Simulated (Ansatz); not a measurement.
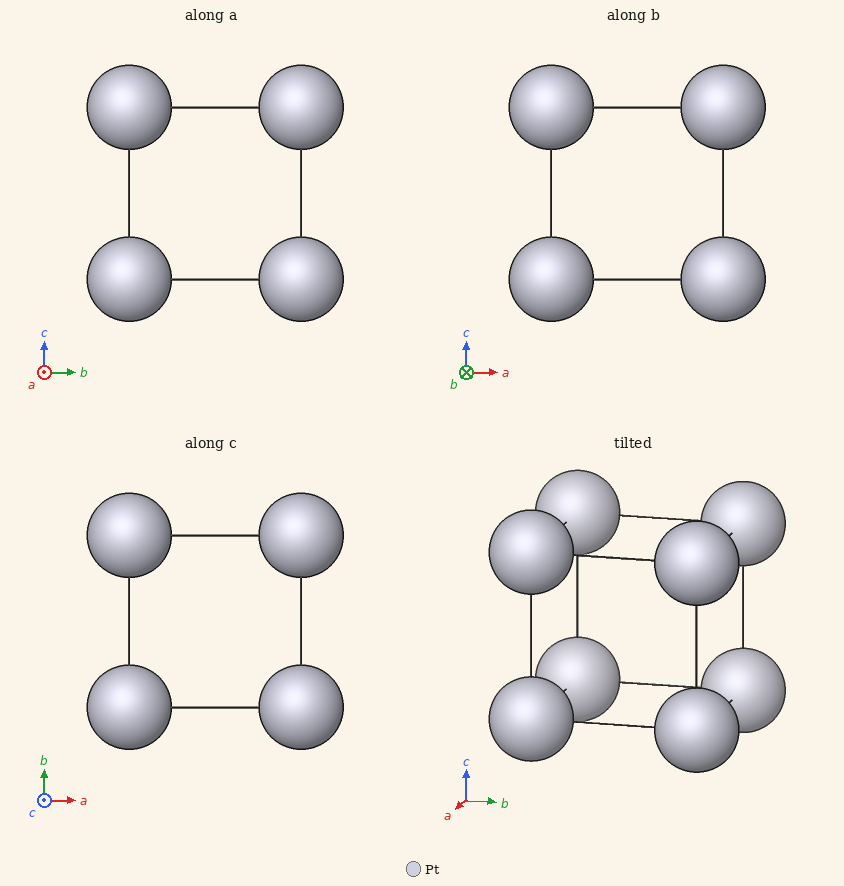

The image is a spheres-only drawing of a crystal, viewed along the a axis, along the b axis, along the c axis and slightly off an axis. The conventional unit cell is drawn as a box.

Lattice parameters: a = 2.587 Å, b = 2.587 Å, c = 2.587 Å, α = 90.00°, β = 90.00°, γ = 90.00°.

### Reconstruct the structure as a table of Wyckoff sites.

Space group Pm-3m (No. 221).
| atom | site | x | y | z |
| --- | --- | --- | --- | --- |
| Pt | 1a | 0.0000 | 0.0000 | 0.0000 |

The starting point was a textbook structure type filled with this element (whether it is the usual form wasn't checked). It is drawn as it came out of a relaxation with DFT PBEsol, scalar-relativistic, plane waves, PAW in Ansatz.
